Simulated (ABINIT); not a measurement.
# Single-point calculation of Si2C

System: Si2C (P4/mmm, 3 atoms in the cell).
Method: Kohn-Sham DFT of a periodic cell, PW91, PseudoDojo NC SR PBE v0.4 stringent, no spin polarisation (ABINIT 10.8.3).

The structure was made by swapping elements on the sites of another compound; it need not be a known phase.

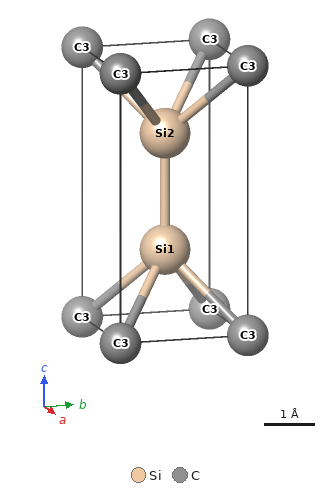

The structure (ball-and-stick view of the cell of the calculation, seen slightly off an axis; atoms are numbered from 1 in the order of the input). An atom can appear more than once, as a periodic image.

## The input
```
# Pseudopotentials
pp_dirpath "./"
pseudos "Si.upf, C.upf"

# Structure
acell 5.0429867255 5.0429867255 10.4543103634
rprim
     1.0000000000     0.0000000000     0.0000000000
     0.0000000000     1.0000000000     0.0000000000
     0.0000000000     0.0000000000     1.0000000000
ntypat 2
znucl 14 6
natom 3
typat 1 1 2
xred
     0.5000000000     0.5000000000     0.2843227100
     0.5000000000     0.5000000000     0.7156772900
     0.0000000000     0.0000000000     0.0000000000

# Plane-wave basis
ecut 41.0

# k points
kptopt 1
ngkpt 8 8 4
nshiftk 1
shiftk 0.0 0.0 0.0

# Exchange and correlation
ixc -109134

# Bands and occupations
nband 10
occopt 3
tsmear 0.00183747

# SCF cycle
nstep 100
tolvrs 1.0e-10

# Output
iomode 3
prtwf 0
prteig 0
prtebands 0
enunit 2
prtden 1
prtvha 1
prtvclmb 1
prtpot 1
prtelf 1
```

Hardware: 1 thread of Arm Neoverse V2, 112 GiB of memory available, shared host.

Launch command:
```bash
abinit run.abi > log 2>&1
```

## Log
```
.Version 10.8.3 of ABINIT
 Symmetries : space group P4/m m m (#123); Bravais tP (primitive tetrag.)
================================================================================
 Values of the parameters that define the memory need of the present run
     intxc =       0    ionmov =       0      iscf =       7    lmnmax =       6
     lnmax =       6     mgfft =      64  mpssoang =       3    mqgrid =    3014
     natom =       3  nloc_mem =       1    nspden =       1   nspinor =       1
    nsppol =       1      nsym =      16    n1xccc =    2501    ntypat =       2
    occopt =       3   xclevel =       2
       mpw =        3349          nfft =       57600          nkpt =          45
================================================================================
================================================================================

--------------------------------------------------------------------------------
------------- Echo of variables that govern the present computation ------------
--------------------------------------------------------------------------------
 -outvars: echo values of preprocessed input variables --------
            acell      5.0429867255E+00  5.0429867255E+00  1.0454310363E+01 Bohr
              amu      2.80855000E+01  1.20110000E+01
             ecut      4.10000000E+01 Hartree
           enunit           2
              ixc     -109134
         kptrlatt        8    0    0      0    8    0      0    0    4
          kptrlen      4.03438938E+01
            natom           3
            nband          10
            ngfft          30      30      64
             nkpt          45
            nstep         100
             nsym          16
           ntypat           2
           occopt           3
        prtebands           0
           prteig           0
           prtelf           1
           prtpot           1
         prtvclmb           1
           prtvha           1
            prtwf           0
          spgroup         123
           tolvrs      1.00000000E-10
           tsmear      1.83747000E-03 Hartree
            typat      1  1  2
           xangst      1.3343168241E+00  1.3343168241E+00  1.5729252048E+00
                       1.3343168241E+00  1.3343168241E+00  3.9592575914E+00
                       0.0000000000E+00  0.0000000000E+00  0.0000000000E+00
            xcart      2.5214933627E+00  2.5214933627E+00  2.9723978537E+00
                       2.5214933627E+00  2.5214933627E+00  7.4819125097E+00
                       0.0000000000E+00  0.0000000000E+00  0.0000000000E+00
             xred      5.0000000000E-01  5.0000000000E-01  2.8432271000E-01
                       5.0000000000E-01  5.0000000000E-01  7.1567729000E-01
                       0.0000000000E+00  0.0000000000E+00  0.0000000000E+00
            znucl       14.00000    6.00000

================================================================================

 chkinp: Checking input parameters for consistency.

================================================================================
== DATASET  1 ==================================================================

--- !DatasetInfo
iteration_state: {dtset: 1, }
dimensions: {natom: 3, nkpt: 45, mband: 10, nsppol: 1, nspinor: 1, nspden: 1, mpw: 3349, }
cutoff_energies: {ecut:  41.0, pawecutdg:  -1.0, }
electrons: {nelect:   1.20000000E+01, charge:   0.00000000E+00, occopt:   3.00000000E+00, tsmear:   1.83747000E-03, }
meta: {optdriver: 0, ionmov: 0, optcell: 0, iscf: 7, paral_kgb: 0, }
...

 Real(R)+Recip(G) space primitive vectors, cartesian coordinates (Bohr,Bohr^-1):
 R(1)=  5.0429867  0.0000000  0.0000000  G(1)=  0.1982952  0.0000000  0.0000000
 R(2)=  0.0000000  5.0429867  0.0000000  G(2)=  0.0000000  0.1982952  0.0000000
 R(3)=  0.0000000  0.0000000 10.4543104  G(3)=  0.0000000  0.0000000  0.0956543
 Unit cell volume ucvol=  2.6587104E+02 bohr^3
 Angles (23,13,12)=  9.00000000E+01  9.00000000E+01  9.00000000E+01 degrees

 getcut: wavevector=  0.0000  0.0000  0.0000  ngfft=  30  30  64
         ecut(hartree)=     41.000   => boxcut(ratio)=   2.06384

--- Pseudopotential description ------------------------------------------------
- pspini: atom type   1  psp file is ./Si.upf
12 -101130 2 -1 1510                          pspcod,pspxc,lmax,lloc,mmax
     nproj     2     2     2

- pspini: atom type   2  psp file is ./C.upf
12 -101130 1 -1 1248                          pspcod,pspxc,lmax,lloc,mmax
     nproj     2     2     0

   2.75998776E+02                                ecore*ucvol(ha*bohr**3)
--------------------------------------------------------------------------------

================================================================================

--- !BeginCycle
iteration_state: {dtset: 1, }
solver: {iscf: 7, nstep: 100, nline: 4, wfoptalg: 0, }
tolerances: {tolvrs: 1.00E-10, }
...

     iter   Etot(hartree)      deltaE(h)  residm     vres2
 ETOT  1  -14.274870522081    -1.427E+01 5.272E-02 3.709E+02
 ETOT  2  -14.252590089388     2.228E-02 4.111E-03 8.119E+02
 ETOT  3  -14.325504919344    -7.291E-02 2.176E-02 1.263E+00
 ETOT  4  -14.325661639325    -1.567E-04 3.290E-03 2.676E-02
 ETOT  5  -14.325682022696    -2.038E-05 2.903E-03 1.226E-03
 ETOT  6  -14.325688312898    -6.290E-06 2.427E-03 1.254E-03
 ETOT  7  -14.325689818540    -1.506E-06 1.823E-03 3.923E-05
 ETOT  8  -14.325690153413    -3.349E-07 8.983E-04 3.061E-06
 ETOT  9  -14.325690230211    -7.680E-08 6.400E-04 1.063E-07
 ETOT 10  -14.325690248924    -1.871E-08 7.322E-04 6.035E-08
 ETOT 11  -14.325690253487    -4.564E-09 6.429E-04 2.441E-10
 ETOT 12  -14.325690254641    -1.153E-09 5.780E-04 3.205E-09
 ETOT 13  -14.325690254932    -2.917E-10 4.114E-04 1.613E-11

 At SCF step   13       vres2   =  1.61E-11 < tolvrs=  1.00E-10 =>converged.

 Compute ELF
--------------------------------------------------------------------------------

 Compute kinetic energy density

 Compute gradient of the electron density
 Electron Localization Function (ELF) [min:0;max:1]
)     Maximum=    8.4148E-01  at reduced coord.    0.5000    0.5000    0.5469
)     Minimum=    4.3642E-06  at reduced coord.    0.0000    0.0000    0.0000
   Integrated=    1.2275E+02

--------------------------------------------------------------------------------
 End of ELF section

 Cartesian components of stress tensor (hartree/bohr^3)
  sigma(1 1)=  2.02926847E-04  sigma(3 2)=  0.00000000E+00
  sigma(2 2)=  2.02926847E-04  sigma(3 1)=  0.00000000E+00
  sigma(3 3)=  4.27054651E-04  sigma(2 1)=  0.00000000E+00

--- !ResultsGS
iteration_state: {dtset: 1, }
comment   : Summary of ground state results
lattice_vectors:
- [  5.0429867,   0.0000000,   0.0000000, ]
- [  0.0000000,   5.0429867,   0.0000000, ]
- [  0.0000000,   0.0000000,  10.4543104, ]
lattice_lengths: [   5.04299,    5.04299,   10.45431, ]
lattice_angles: [ 90.000,  90.000,  90.000, ] # degrees, (23, 13, 12)
lattice_volume:   2.6587104E+02
convergence: {deltae: -2.917E-10, res2:  1.613E-11, residm:  4.114E-04, diffor: null, }
etotal    :  -1.43256903E+01
entropy   :   0.00000000E+00
fermie    :   2.52329619E-01
cartesian_stress_tensor: # hartree/bohr^3
- [  2.02926847E-04,   0.00000000E+00,   0.00000000E+00, ]
- [  0.00000000E+00,   2.02926847E-04,   0.00000000E+00, ]
- [  0.00000000E+00,   0.00000000E+00,   4.27054651E-04, ]
pressure_GPa:  -8.1683E+00
xred      :
- [  5.0000E-01,   5.0000E-01,   2.8432E-01, Si]
- [  5.0000E-01,   5.0000E-01,   7.1568E-01, Si]
- [  0.0000E+00,   0.0000E+00,   0.0000E+00,  C]
cartesian_forces: # hartree/bohr
- [ -0.00000000E+00,  -0.00000000E+00,  -3.53199257E-02, ]
- [ -0.00000000E+00,  -0.00000000E+00,   3.53199257E-02, ]
- [ -0.00000000E+00,  -0.00000000E+00,  -0.00000000E+00, ]
force_length_stats: {min:   0.00000000E+00, max:   3.53199257E-02, mean:   2.35466172E-02, }
...

 Integrated electronic density in atomic spheres:
 ------------------------------------------------
 Atom  Sphere_radius  Integrated_density
    1        2.00000          1.63466722
    2        2.00000          1.63466722
    3        2.00000          3.38021936
================================================================================

 ----iterations are completed or convergence reached----

 Mean square residual over all n,k,spin=   27.210E-07; max=  41.145E-05
 reduced coordinates (array xred) for    3 atoms
       0.500000000000      0.500000000000      0.284322710000
       0.500000000000      0.500000000000      0.715677290000
       0.000000000000      0.000000000000      0.000000000000
 rms dE/dt=  1.7406E-01; max dE/dt=  3.6925E-01; dE/dt below (all hartree)
    1       0.000000000000      0.000000000000      0.369245465766
    2       0.000000000000      0.000000000000     -0.369245465766
    3       0.000000000000      0.000000000000      0.000000000000

 cartesian coordinates (angstrom) at end:
    1      1.33431682410525     1.33431682410525     1.57292520484951
    2      1.33431682410525     1.33431682410525     3.95925759141573
    3      0.00000000000000     0.00000000000000     0.00000000000000

 cartesian forces (hartree/bohr) at end:
    1     -0.00000000000000    -0.00000000000000    -0.03531992574648
    2     -0.00000000000000    -0.00000000000000     0.03531992574648
    3     -0.00000000000000    -0.00000000000000    -0.00000000000000
 frms,max,avg= 1.6649973E-02 3.5319926E-02   0.000E+00  0.000E+00  0.000E+00 h/b

 cartesian forces (eV/Angstrom) at end:
    1     -0.00000000000000    -0.00000000000000    -1.81622360622611
    2     -0.00000000000000    -0.00000000000000     1.81622360622611
    3     -0.00000000000000    -0.00000000000000    -0.00000000000000
 frms,max,avg= 8.5617602E-01 1.8162236E+00   0.000E+00  0.000E+00  0.000E+00 e/A
 length scales=  5.042986725500  5.042986725500 10.454310363400 bohr
              =  2.668633648211  2.668633648211  5.532182796265 angstroms
 Fermi (or HOMO) energy (hartree) =   0.25233   Average Vxc (hartree)=  -0.40267
 Eigenvalues (hartree) for nkpt=  45  k points:
 kpt#   1, nband= 10, wtk=  0.00391, kpt=  0.0000  0.0000  0.0000 (reduced coord)
  -0.29379   -0.11692   -0.10119    0.28216    0.28216    0.30204    0.33231    0.48817
   0.49223    0.52441
      occupation numbers for kpt#   1
   2.00000    2.00000    2.00000    0.00000    0.00000    0.00000    0.00000    0.00000
   0.00000    0.00000
 prteigrs : prtvol=0 or 1, do not print more k-points.

 Fermi (or HOMO) energy (eV) =   6.86624   Average Vxc (eV)= -10.95717
 Eigenvalues (   eV  ) for nkpt=  45  k points:
 kpt#   1, nband= 10, wtk=  0.00391, kpt=  0.0000  0.0000  0.0000 (reduced coord)
  -7.99436   -3.18160   -2.75352    7.67786    7.67786    8.21884    9.04258   13.28368
  13.39431   14.27004
 prteigrs : prtvol=0 or 1, do not print more k-points.

--- !EnergyTerms
iteration_state     : {dtset: 1, }
comment             : Components of total free energy in Hartree
kinetic             :  6.53652306931502E+00
hartree             :  1.16200131572841E+00
xc                  : -5.08989008459494E+00
Ewald energy        : -1.49949502534015E+01
psp_core            :  1.03809265289107E+00
local_psp           : -4.11533243658875E+00
non_local_psp       :  1.13844236823502E+00
internal            : -1.43251133684157E+01
'-kT*entropy'       : -5.76886516562967E-04
total_energy        : -1.43256902549322E+01
total_energy_eV     : -3.89821890767247E+02
band_energy         :  4.97138665713127E-01
...

 Cartesian components of stress tensor (hartree/bohr^3)
  sigma(1 1)=  2.02926847E-04  sigma(3 2)=  0.00000000E+00
  sigma(2 2)=  2.02926847E-04  sigma(3 1)=  0.00000000E+00
  sigma(3 3)=  4.27054651E-04  sigma(2 1)=  0.00000000E+00

-Cartesian components of stress tensor (GPa)         [Pressure= -8.1683E+00 GPa]
- sigma(1 1)=  5.97031397E+00  sigma(3 2)=  0.00000000E+00
- sigma(2 2)=  5.97031397E+00  sigma(3 1)=  0.00000000E+00
- sigma(3 3)=  1.25643816E+01  sigma(2 1)=  0.00000000E+00

== END DATASET(S) ==============================================================
================================================================================

 -outvars: echo values of variables after computation  --------
            acell      5.0429867255E+00  5.0429867255E+00  1.0454310363E+01 Bohr
           etotal     -1.4325690255E+01
            fcart     -0.0000000000E+00 -0.0000000000E+00 -3.5319925746E-02
                      -0.0000000000E+00 -0.0000000000E+00  3.5319925746E-02
                      -0.0000000000E+00 -0.0000000000E+00 -0.0000000000E+00
           strten      2.0292684713E-04  2.0292684713E-04  4.2705465147E-04
                       0.0000000000E+00  0.0000000000E+00  0.0000000000E+00
           xangst      1.3343168241E+00  1.3343168241E+00  1.5729252048E+00
                       1.3343168241E+00  1.3343168241E+00  3.9592575914E+00
                       0.0000000000E+00  0.0000000000E+00  0.0000000000E+00
             xred      5.0000000000E-01  5.0000000000E-01  2.8432271000E-01
                       5.0000000000E-01  5.0000000000E-01  7.1567729000E-01
                       0.0000000000E+00  0.0000000000E+00  0.0000000000E+00
 Calculation completed.
```

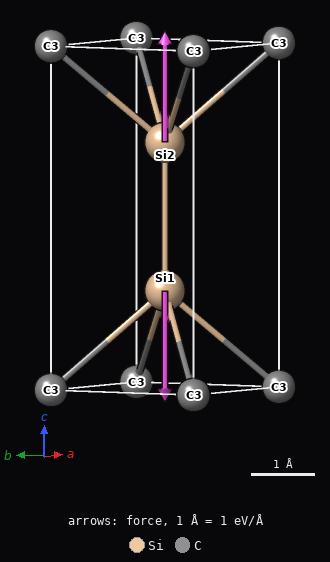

Forces on the atoms as pink arrows (ball-and-stick view of the cell of the calculation, seen at an oblique angle; atoms are numbered from 1 in the order of the input). The largest act on Si1, Si2 (1.82 eV/Å). The geometry is not a stationary point of this energy.

## Key numbers

```tsv
quantity	value
outcome	converged
space group (tolerance 0.01 Å)	P4/mmm (123)
electrons treated	12
free energy	−389.8219 eV
Fermi energy	6.866 eV
gap on the k-point mesh	none (metallic)
pressure	−8.17 GPa
largest force (length of the vector)	1.816 eV/Å
wall time	40 s
peak memory	0.08 GiB
```
